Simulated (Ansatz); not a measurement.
```xyz
8
Lattice="3.9217 0.0000 0.0000 -1.9608 3.3963 0.0000 0.0000 0.0000 12.9373" Properties=species:S:1:pos:R:3 pbc="T T T"
Ga    1.9608    1.1321    6.5448
Ga    1.9608    1.1321   12.9148
Ga    0.0000    0.0000    3.1613
Ga    0.0000    0.0000    9.7264
P     1.9608    1.1321    2.3748
P     1.9608    1.1321    8.9347
P     0.0000    0.0000   12.1225
As    0.0000    0.0000    5.6469
```

Space group P3m1; a structure generated by program, which may or may not match a known phase; computed pressure about −3 GPa in this cell.

The calculation used DFT r2SCAN, scalar-relativistic, plane waves, PAW in Ansatz.

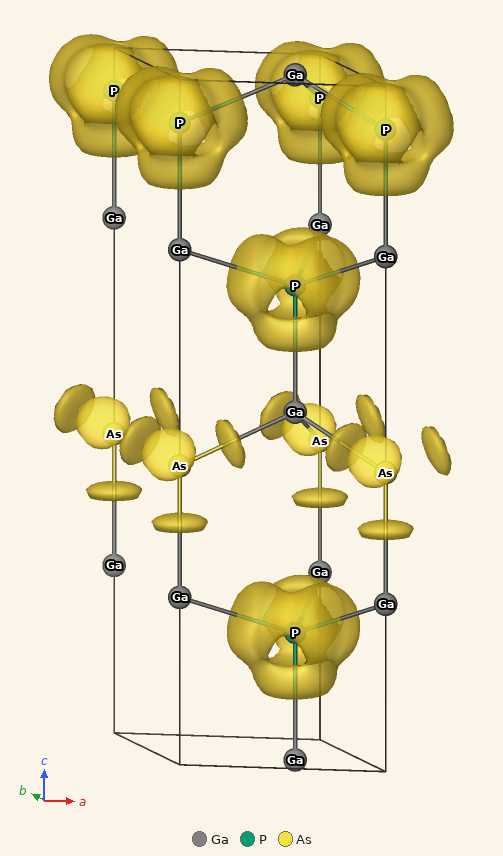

Ga4AsP3. Isosurface of the electron localisation function at 0.75 (yellow), seen slightly off an axis. Only the valence region is drawn (cores and ρ < 0.01 e/Å³ removed). Sticks mark near contacts.

In a PAW calculation such maps are meaningful between the atoms, not at the nuclei.

Question: Describe the localisation domains.

Answer: At this value the surface marks out four regions between bonded As–Ga atoms (shared pairs) and three regions on P in which the atom's valence shell and bonds are merged, counted in one cell of 8 atoms. Regions shared between cells count once. Along the contacts the grid gives the following. Ga–P (2.39 Å): the ELF peaks at about 0.90 in the valence shell of P, 0.7 Å from its nucleus, and is about 0.80 at the midpoint. Ga–As (2.44 Å): the ELF peaks at about 0.80 between the atoms, as expected for a shared electron pair.

Question: Metal or insulator at this level of theory?

Answer: It is gapped, with a Kohn–Sham gap of 1.3 eV on the k-point mesh (the band edges may lie off the mesh, which would make the gap smaller).
